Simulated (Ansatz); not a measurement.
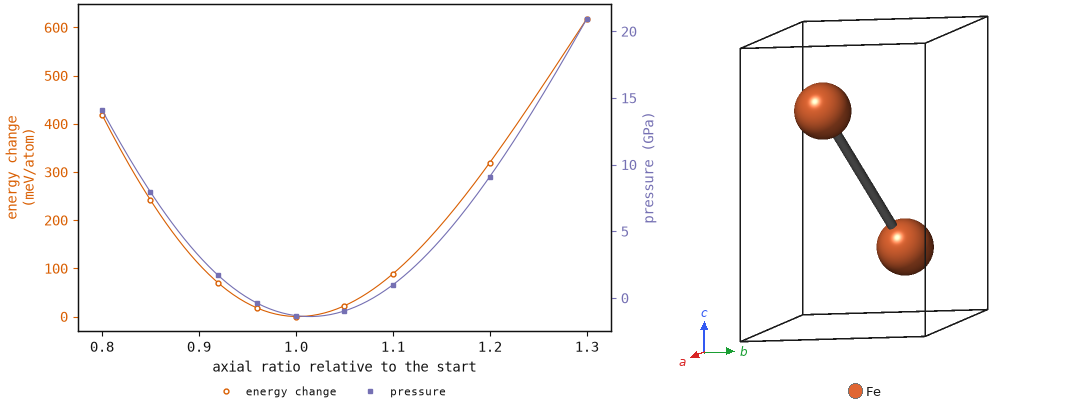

The figure shows the energy change and pressure against relative axial ratio for Fe, space group P6_3/mmc (No. 194). The cell is drawn beside the plot.

Cell as given: a = 2.434 Å, b = 2.434 Å, c = 3.842 Å, α = 90.00°, β = 90.00°, γ = 120.00°; 2 atoms.

How it was computed, with Ansatz 0.2.0: deformation of a crystal at fixed volume, lengths along the axis scaled against those across it, fractional coordinates fixed, by plane-wave density functional theory with PAW datasets, free energies less that of the undisturbed cell, pressure positive in compression; scalar-relativistic. Level: PBEsol, no spin polarisation.

wave cutoff 420 eV; k mesh 24×24×14; occupations Gaussian; smearing width 0.15 eV; k shift (0, 0, 0) (mesh steps); start as given; path axial; axis direction (0, 0, 1) (Cartesian unit vector).

Tabulate the plotted points.

```json
{"axial ratio relative to the start": "0.80", "energy change (meV/atom)": "419", "pressure (GPa)": "14.1"}
{"axial ratio relative to the start": "0.85", "energy change (meV/atom)": "242", "pressure (GPa)": "8.0"}
{"axial ratio relative to the start": "0.92", "energy change (meV/atom)": "70", "pressure (GPa)": "1.7"}
{"axial ratio relative to the start": "0.96", "energy change (meV/atom)": "18", "pressure (GPa)": "-0.4"}
{"axial ratio relative to the start": "1.00", "energy change (meV/atom)": "0", "pressure (GPa)": "-1.3"}
{"axial ratio relative to the start": "1.05", "energy change (meV/atom)": "22", "pressure (GPa)": "-1.0"}
{"axial ratio relative to the start": "1.10", "energy change (meV/atom)": "89", "pressure (GPa)": "1.0"}
{"axial ratio relative to the start": "1.20", "energy change (meV/atom)": "320", "pressure (GPa)": "9.1"}
{"axial ratio relative to the start": "1.30", "energy change (meV/atom)": "618", "pressure (GPa)": "20.9"}
```

Caveats: no spin polarisation, a magnetic state may lie lower; reference crystal is not relaxed; shape and atomic fractions are frozen while scaling, which makes layered, chain and framework solids too stiff.
